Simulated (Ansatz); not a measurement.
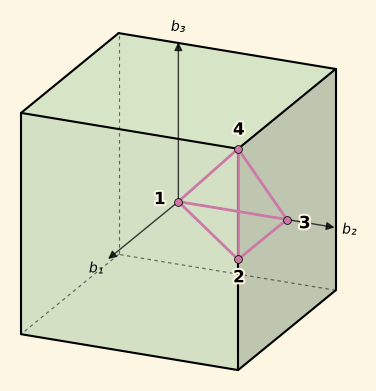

The first Brillouin zone of a simple cubic lattice (cP; extended symbol cP2) is drawn with its special points numbered. Crystal: Rh, coordinates from a relaxation with DFT, revPBE, plane waves (420 eV) with PAW, scalar-relativistic in Ansatz; the starting structure was generated, so it need not be a known form of this composition. Geometry calculated from the standardised cell; symmetry tolerance 0.002 Å.

a = 4.908 Å, b = 4.908 Å, c = 4.908 Å, α = 90.00°, β = 90.00°, γ = 90.00°.

Labels and path follow the convention of Hinuma et al. (2017), as computed by seekpath; the arrows show the directions of the reciprocal primitive vectors b₁, b₂, b₃, in which coordinates are given.

Which special point is each number?

```csv
no.,label,coordinates
1,Γ,"(0, 0, 0)"
2,M,"(1/2, 1/2, 0)"
3,X,"(0, 1/2, 0)"
4,R,"(1/2, 1/2, 1/2)"
```
